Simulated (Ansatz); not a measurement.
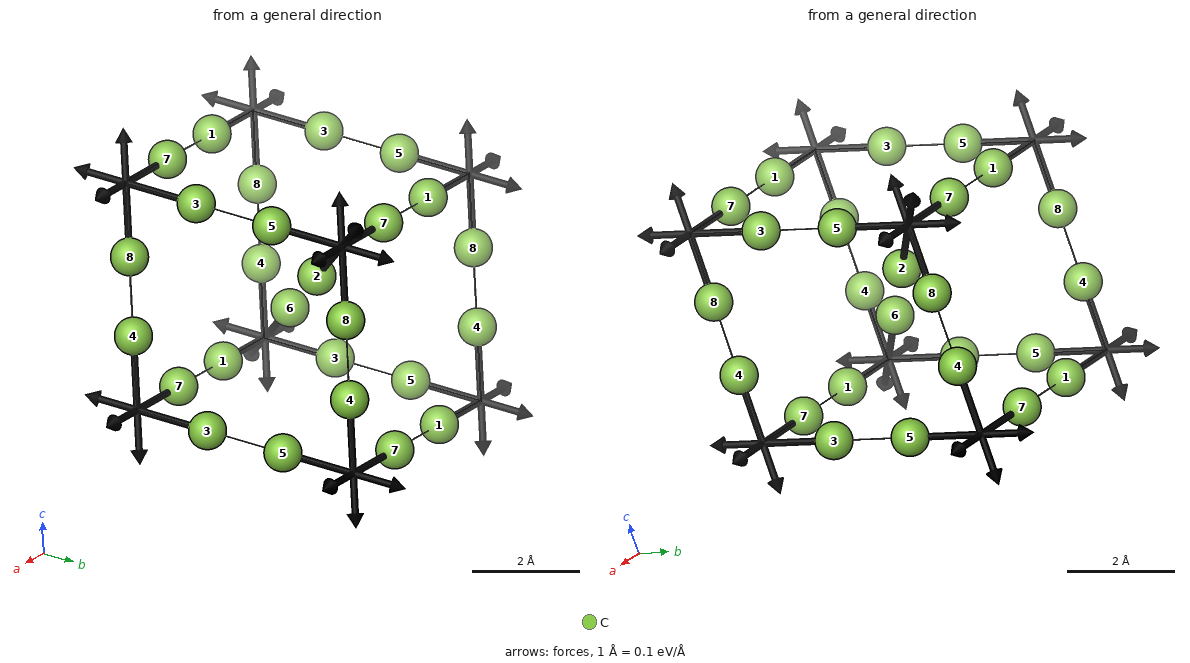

The image is a spheres-only drawing of a crystal, viewed from two general directions. Atoms at the boundary of the simulation cell (the box) are drawn once for each face, edge or corner they touch. The arrows are the computed forces on the atoms.

System: C. Computational set-up: DFT r2SCAN, scalar-relativistic, plane waves, PAW (Ansatz 0.2.0), a 500 eV plane-wave basis, k-grid 8×8×8, Gaussian smearing of 0.05 eV, no spin polarisation.

Could this be the end point of a relaxation?

No. The atoms still feel forces of up to about 0.21 eV/Å, far above a usual threshold of 0.01 to 0.03 eV/Å.

The starting point was a structure listed in the Materials Project. The cell was then strained or its atoms displaced on purpose. It went into a calculation with Ansatz.
